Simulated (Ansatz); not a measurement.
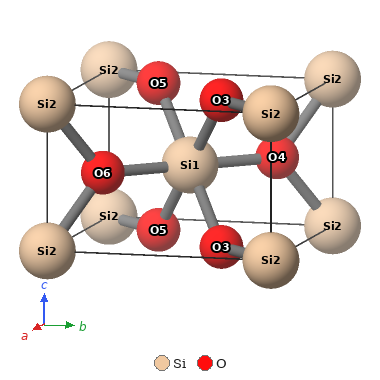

The system is SiO2 (P4_2/mnm, No. 136; 6 atoms in the cell); the picture shows the reference structure. 
- The energy is mapped over the lattice constants a and c of the conventional cell.
- Coordinates scanned: (1) lattice constant a (and b); (2) lattice constant c.
- Nothing is relaxed (fractional coordinates fixed).
- The grid has 11 × 11 points.
- Energies are in meV/atom, from the lowest grid point.
- Method: DFT LDA, scalar-relativistic, plane waves, PAW in Ansatz. Settings: cutoff 520 eV, k-mesh 6×6×8 in the order of the run's cell vectors, gaussian smearing 0.05 eV, no spin polarisation.

Its coordinates:

```xyz
6
Lattice="4.1552 0.0000 0.0000 0.0000 4.1552 0.0000 0.0000 0.0000 2.6613" Properties=species:S:1:pos:R:3 pbc="T T T"
Si    2.0776    2.0776    1.3307
Si    0.0000    0.0000    0.0000
O     2.8854    2.8854    0.0000
O     0.8079    3.3473    1.3307
O     1.2697    1.2697    0.0000
O     3.3473    0.8079    1.3307
```

Range: lattice constant a (and b) from 4.030 to 4.280 Å; lattice constant c from 2.342 to 2.981 Å.

**Predict the map.**

The lowest grid point is at lattice constant a (and b) = 4.155 Å, lattice constant c = 2.661 Å. No other kind of well shows on this grid. The highest grid point, lattice constant a (and b) = 4.030 Å, lattice constant c = 2.342 Å, lies 473 meV/atom above the lowest. Round the minimum the valley is somewhat tilted: raising lattice constant a (and b) shifts the best value of lattice constant c downwards (coupling k₁₂/√(k₁₁k₂₂) about 0.4). The gap on the k-mesh is 5.8 eV at the lowest point and runs from 2.7 to 9.0 eV over the map.

| lattice constant c ↓, lattice constant a (and b) → | 4.030 | 4.055 | 4.080 | 4.105 | 4.130 | 4.155 | 4.180 | 4.205 | 4.230 | 4.255 | 4.280 |
| --- | --- | --- | --- | --- | --- | --- | --- | --- | --- | --- | --- |
| 2.981 | 166 | 167 | 171 | 177 | 185 | 196 | 208 | 223 | 239 | 257 | 277 |
| 2.917 | 114 | 113 | 114 | 118 | 124 | 132 | 143 | 155 | 170 | 187 | 205 |
| 2.853 | 72 | 68 | 67 | 68 | 72 | 79 | 87 | 98 | 110 | 125 | 142 |
| 2.789 | 43 | 37 | 33 | 32 | 33 | 37 | 43 | 52 | 62 | 75 | 90 |
| 2.725 | 30 | 20 | 13 | 10 | 8 | 10 | 14 | 20 | 28 | 39 | 51 |
| 2.661 | 35 | 22 | 12 | 5 | 1 | 0 | 1 | 5 | 11 | 19 | 30 |
| 2.597 | 61 | 45 | 32 | 22 | 15 | 11 | 9 | 10 | 14 | 20 | 28 |
| 2.534 | 114 | 94 | 77 | 64 | 54 | 46 | 42 | 40 | 41 | 44 | 49 |
| 2.470 | 196 | 172 | 152 | 135 | 121 | 110 | 103 | 98 | 95 | 96 | 98 |
| 2.406 | 314 | 286 | 261 | 240 | 223 | 208 | 197 | 189 | 183 | 181 | 180 |
| 2.342 | 473 | 440 | 411 | 386 | 364 | 346 | 331 | 319 | 310 | 304 | 301 |

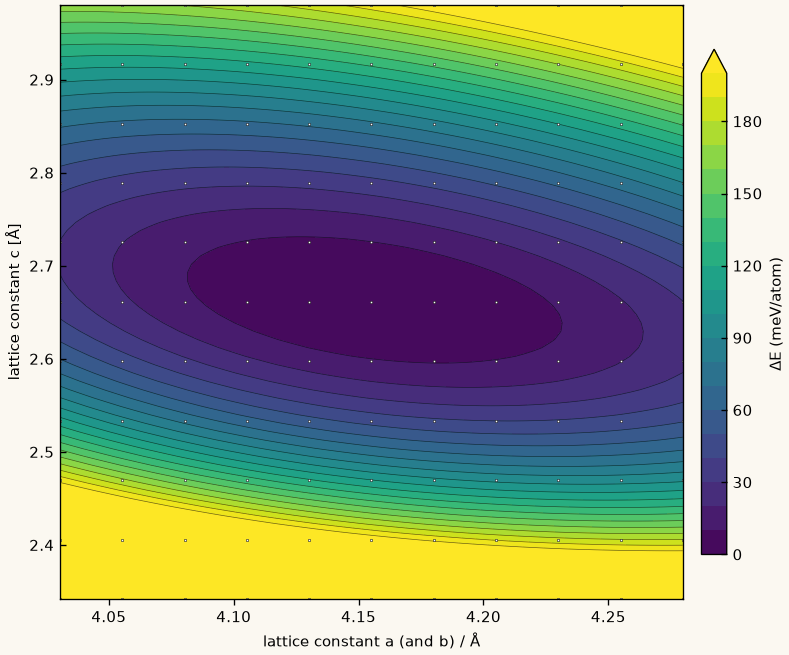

The picture shows filled contours, dots at the grid points, one colour for all values above the top of the scale. Between grid points the surface is interpolated.

Each point was launched as `ansatz run input.yaml --threads 2 --pin off --max-ram 4096MiB --backend cpu --events-out ev --progress --plain --runs-dir out`. The whole map (121 points run) took 8.3 min on 2 threads of Arm Neoverse N1, with other jobs on the host.

PAW datasets: the set soft_1.
